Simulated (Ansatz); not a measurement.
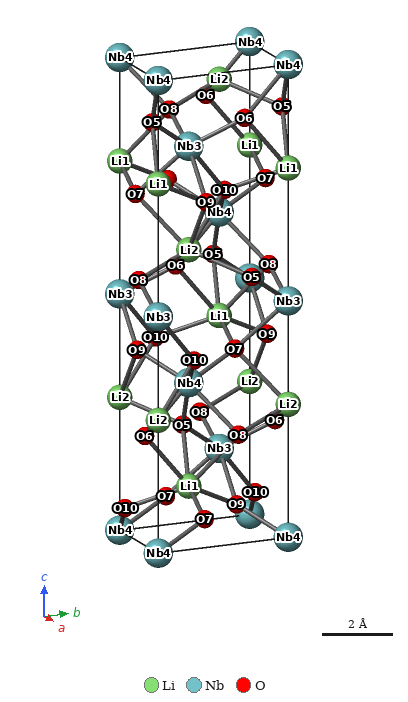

*The structure (ball-and-stick view of the cell 3 times as large as that of the calculation, set on its symmetry axes, seen slightly off an axis; atoms are numbered from 1 in the order of the input).*

## Single-point calculation of LiNbO$_{3}$

LiNbO$_{3}$ (R3c, 10 atoms in the cell), computed with DFT, PBE, plane waves, PAW, no spin polarisation (Ansatz 0.2.0).

The structure was built on a prototype by a generator; it need not be a known phase. The geometry comes from this level: PBE. It belongs to a series of runs on one base structure; here: volume -6%. Figures and captions count atoms from 1; the log counts them from 0 in places.

## Log
```
scf.n_extra_bands = 6 over 34 filled bands (N_el = 68.0): the run solves 40 bands
Engine: ansatz 0.2.0, aarch64-unknown-linux-gnu
Pseudopotentials: kind: paw
Pseudopotential: Li, paw, valence charge 3, recommended cutoff 420 eV (normal), Li.paw.azcp
Pseudopotential: Nb, paw, valence charge 13, recommended cutoff 420 eV (normal), Nb.paw.azcp
Pseudopotential: O, paw, valence charge 6, recommended cutoff 420 eV (normal), O.paw.azcp
Functional definition: PBE
  parameter kappa = 0.804
  parameter beta = 0.06672455060314922
  exchange = pbe_x(kappa = kappa, mu = beta*pi^2/3)
  correlation = pbe_c(beta = beta)
Crystal: 10 atoms, lattice volume = 102.453 Å³
Basis set: ecut = 420 eV, 1989 PW (Γ), exchange–correlation on 80×80×80 points (8 copies of the dense FFT grid, shifted against one another)
Bands: 40, of which v1, the nominal top of the filled ones, is band 34 counted from 1 (33 counted from 0)
Symmetry: 6 space group operations
Space group: R3c (ITA 161), of the structure as read, at distance tolerance 4.7e-5 Å
k-points: 32 of 216 (time reversal used)
Non-local potential: Li, projectors of the file, l = 0: 3, l = 1: 2, l = 2: 1
Non-local potential: Nb, projectors of the file, l = 0: 3, l = 1: 2, l = 2: 2, l = 3: 1
Non-local potential: O, projectors of the file, l = 0: 2, l = 1: 2, l = 2: 1
PAW form: soft (Blöchl's): semilocal exchange-correlation on the pseudo side does not see the compensation charge
PAW one-centre angular grid: Li, 110 points (default); XC on 64 Gauss nodes
PAW one-centre angular grid: Nb, 590 points (default); XC on 64 Gauss nodes
PAW one-centre angular grid: O, 110 points (default); XC on 64 Gauss nodes
Initial density: superposition of atomic densities (neutral atoms: chi_scale 0, normalization atom), corrected by the library's trained network
Initial wavefunctions: pseudopotential atomic-orbital guess
Functional: x = pbe(κ = 0.804, μ = 0.2195149727645171), c = pbe(β = 0.06672455060314922)
SCF iter   1: F=—  HF=-12929.206347 eV  |F-HF|=—  |Δ(HF+E_count)|=         —  Δρ=1.74e-3  dr2=1.27e-3  ethr=1.77e-3  ⟨swp⟩=5.0  Hψ=4584  notcnv=0  defer=126
preconditioner: auto → Resta (q_TF=auto, 2.548 Å⁻¹)  ε∞=6.9  [insulator: Δε(μ)=3.846 eV  Ē_g=10.481 eV  n_scr=26 (ndim 8)  ℏωp=25.4 eV  f_vac=0.017  ε∞_Penn≈6.9]
SCF iter   2: F=—  HF=-12929.207767 eV  |F-HF|=—  |Δ(HF+E_count)|=   1.42e-3  Δρ=9.15e-4  dr2=3.06e-4  ethr=1.87e-6  ⟨swp⟩=2.1  Hψ=2531  notcnv=0  defer=128
SCF iter   3: F=—  HF=-12929.208405 eV  |F-HF|=—  |Δ(HF+E_count)|=   6.38e-4  Δρ=3.86e-4  dr2=9.77e-5  ethr=4.49e-7  ⟨swp⟩=2.5  Hψ=2105  notcnv=0  defer=128
SCF iter   4: F=—  HF=-12929.208487 eV  |F-HF|=—  |Δ(HF+E_count)|=   8.28e-5  Δρ=7.67e-5  dr2=7.16e-6  ethr=1.44e-7  ⟨swp⟩=2.2  Hψ=1864  notcnv=0  defer=60
SCF iter   5: F=—  HF=-12929.208493 eV  |F-HF|=—  |Δ(HF+E_count)|=   5.99e-6  Δρ=2.46e-5  dr2=7.18e-7  ethr=1.05e-8  ⟨swp⟩=2.0  Hψ=1805  notcnv=0  defer=60
SCF iter   6: F=-12929.208494 eV  HF=-12929.208494 eV  |F-HF|=7.01e-8  |Δ(HF+E_count)|=   8.30e-7  Δρ=6.16e-6  dr2=4.46e-8  ethr=1.47e-10  ⟨swp⟩=8.9  Hψ=5933  notcnv=0
SCF 1 converged in 6 iterations: F = -12929.208494 eV  dr2 = 4.46e-8
  greatest PAW one-centre occupation: 1.000 electrons in one spin orbital (limit 2), on the Li atom at site 0 (counted from 0), in its partial waves of l = 0
SCF converged after 6 iterations
Free energy (F): -12929.208494 eV
Harris-Foulkes:  -12929.208494 eV  (|F-HF|=7.01e-8)
Internal energy: -12929.208494 eV  (E = F + TS)
E sigma→0 (E₀):  -12929.208494 eV
Fermi energy:    7.707890 eV
--- Per-component energies (eV) ---
  E_band       = -491.077122
  E_kinetic    = 1898.331974
  E_local      = -4228.190092  (includes V_loc(G=0)·N_el)
  E_nonlocal   = 451.378170
  E_hartree    = 1432.989374
  E_xc         = -820.910711
  E_vxc        = -1025.639399  (∫ρ·V_xc dr)
  E_paw        = -7135.647572  (= ΣΔE_a)
  E_vpaw       = -452.947110  (= ΣTr[D̂ρ^β])
  E_aug_tail   = 0.014855  (compensation charges beyond the density's cutoff)
  E_ewald      = -4527.174493
  E_smearing   = -0.000000  (= −TS)
  E_closure    = -0.000000  (closes the sum)
  Σ components = -12929.208494   (vs F -12929.208494, Δ=0.00e0)
--- Forces (eV/Å), atoms counted from 1 ---
  atom   1  Li     0.00000000    -0.00000000     0.00080618
  atom   2  Li     0.00000000    -0.00000000     0.00080618
  atom   3  Nb     0.00000000     0.00000000    -0.68325522
  atom   4  Nb    -0.00000000     0.00000000    -0.68325522
  atom   5  O      0.27060347    -0.82151827     0.22749558
  atom   6  O      0.57615395     0.64510861     0.22749558
  atom   7  O     -0.57615395     0.64510861     0.22749558
  atom   8  O     -0.84675743     0.17640965     0.22749558
  atom   9  O     -0.27060347    -0.82151827     0.22749558
  atom  10  O      0.84675743     0.17640965     0.22749558
  max |Σ_I F_I| component: 7.54e-5 eV/Å
--- Stress (GPa, compression-positive) ---
       14.835321       0.000000       0.000000
        0.000000      14.835321       0.000000
        0.000000       0.000000      12.626443
  P = ⅓ Tr σ = 14.0990 GPa (140.990 kbar)
--- Band table (eV; the first three rows and the last of 32) ---
  k-point 0: bands = ["-46.1700", "-46.1515", "-34.8123", "-34.8091", "-22.6050", "-22.6050", "-22.4964", "-22.4179", "-22.4179", "-22.2739", "-9.3371", "-8.6580", "-8.6580", "-7.6417", "-7.3988", "-7.3988", "3.1714", "3.1714", "3.3392", "3.3896", "3.3896", "4.4655", "5.6167", "5.7207", "5.7207", "6.4496", "6.7516", "6.7516", "6.9482", "6.9820", "6.9820", "7.2453", "7.6971", "7.6971", "11.5741", "11.5741", "12.0740", "13.2441", "13.2441", "13.3768"]
  k-point 1: bands = ["-46.1687", "-46.1527", "-34.8121", "-34.8094", "-22.5948", "-22.5932", "-22.4814", "-22.4325", "-22.4312", "-22.2888", "-9.2188", "-8.5895", "-8.5880", "-7.7231", "-7.5177", "-7.4977", "3.0709", "3.1733", "3.4675", "3.7114", "3.7129", "4.5249", "5.2630", "5.3983", "5.4878", "6.4252", "6.5318", "6.8204", "6.8552", "7.1748", "7.1847", "7.2941", "7.5580", "7.6175", "11.6193", "11.6304", "12.0719", "13.1051", "13.3746", "13.3874"]
  k-point 2: bands = ["-46.1653", "-46.1560", "-34.8116", "-34.8100", "-22.5650", "-22.5605", "-22.4709", "-22.4671", "-22.4404", "-22.3296", "-8.8931", "-8.4040", "-8.3944", "-7.9710", "-7.8057", "-7.7508", "3.2004", "3.3805", "3.7534", "4.2295", "4.2945", "4.5324", "4.5940", "4.9428", "5.2250", "5.8538", "6.2602", "6.6062", "7.1134", "7.1693", "7.2046", "7.3657", "7.4792", "7.6300", "11.6454", "11.8829", "12.4162", "12.7087", "13.2688", "13.2977"]
  k-point 31: bands = ["-46.1607", "-46.1607", "-34.8108", "-34.8108", "-22.5134", "-22.5134", "-22.5134", "-22.5134", "-22.3894", "-22.3894", "-8.5349", "-8.5349", "-8.0641", "-8.0641", "-8.0641", "-8.0641", "4.1583", "4.1583", "4.1583", "4.1583", "4.3435", "4.3435", "4.9625", "4.9625", "4.9625", "4.9625", "5.4676", "5.4676", "7.0987", "7.0987", "7.3799", "7.3799", "7.3799", "7.3799", "12.6576", "12.6576", "12.8805", "12.8805", "12.8805", "12.8805"]
```

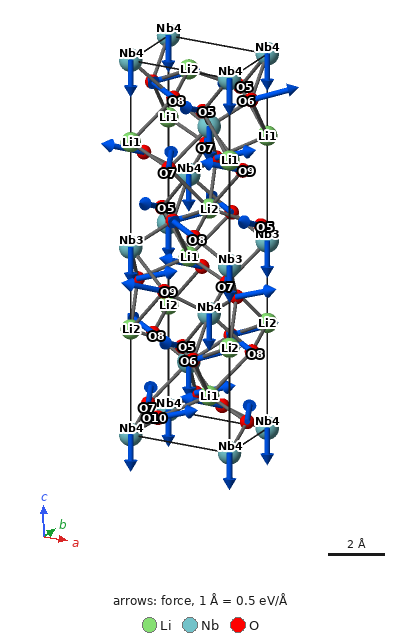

*Forces on the atoms as blue arrows (ball-and-stick view of the cell 3 times as large as that of the calculation, set on its symmetry axes, seen slightly off an axis; atoms are numbered from 1 in the order of the input).*

The largest act on all 6 O atoms (0.89 eV/Å); Nb3, Nb4 (0.68 eV/Å). The geometry is not a stationary point of this energy.

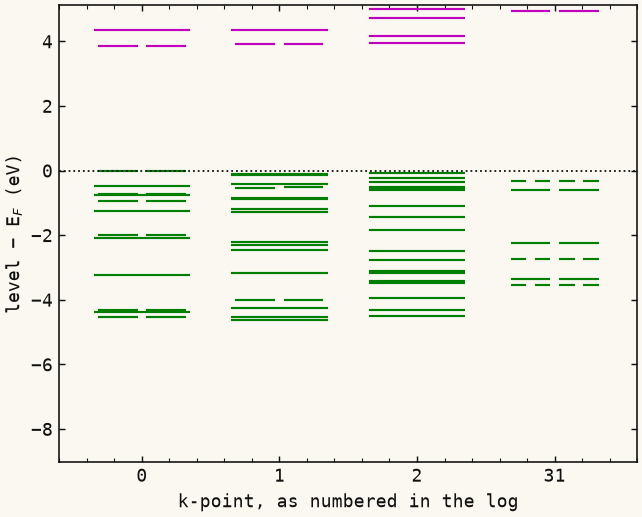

*Kohn–Sham levels near the Fermi level (dotted) at the few k-points that the log prints; levels within 0.02 eV of each other stand side by side.*

Among these points the highest filled and lowest empty levels are 3.88 eV apart; the gap on the full mesh, 3.86 eV, has an edge at a point that isn't printed.

The run was set up as follows.

## Input
```yaml
crystal:
  lattice:
    - [2.542167893, 1.4677213173, 4.576425715]
    - [-2.542167893, 1.4677213173, 4.576425715]
    - [0.0, -2.9354426347, 4.576425715]
  atoms:
    - { symbol: Li, position: [0.7816240672, 0.7816240672, 0.7816240672] }
    - { symbol: Li, position: [0.2816240672, 0.2816240672, 0.2816240672] }
    - { symbol: Nb, position: [0.5004839052, 0.5004839052, 0.5004839052] }
    - { symbol: Nb, position: [1.0004839052, 1.0004839052, 0.0004839052] }
    - { symbol: O, position: [0.6107801053, 0.2211568658, 0.8579550566] }
    - { symbol: O, position: [0.8579550566, 0.6107801053, 0.2211568658] }
    - { symbol: O, position: [0.1107801053, 0.3579550566, 0.7211568658] }
    - { symbol: O, position: [0.2211568658, 0.8579550566, 0.6107801053] }
    - { symbol: O, position: [0.7211568658, 0.1107801053, 0.3579550566] }
    - { symbol: O, position: [0.3579550566, 0.7211568658, 0.1107801053] }
kpoints:
  mp_grid: { grid: [6, 6, 6] }
hamiltonian:
  xc: pbe
scf:
  occupations: { method: fixed }
  n_extra_bands: 6
output:
  forces: true
  stress: true
  eigenvalues: true
```

Launched with:
```bash
ansatz run input.yaml --threads 2 --pin off --max-ram 3686MiB --backend cpu --events-out ev --progress --plain --runs-dir out
```

## Summary

```tsv
quantity	value
outcome	converged
space group (tolerance 0.01 Å)	R3c (161)
electrons treated	68
free energy	−12929.2085 eV
Fermi energy	7.708 eV
gap on the k-point mesh	3.86 eV
pressure	14.10 GPa
largest force (length of the vector)	0.894 eV/Å
hardware	2 threads of Arm Neoverse V2, 24 GiB of memory available, shared host
wall time	4.8 s (CPU time 9.5 s)
peak memory	0.38 GiB
```

## Remarks

The cell is under a pressure of 14.1 GPa at this level, so it is not at its equilibrium volume.
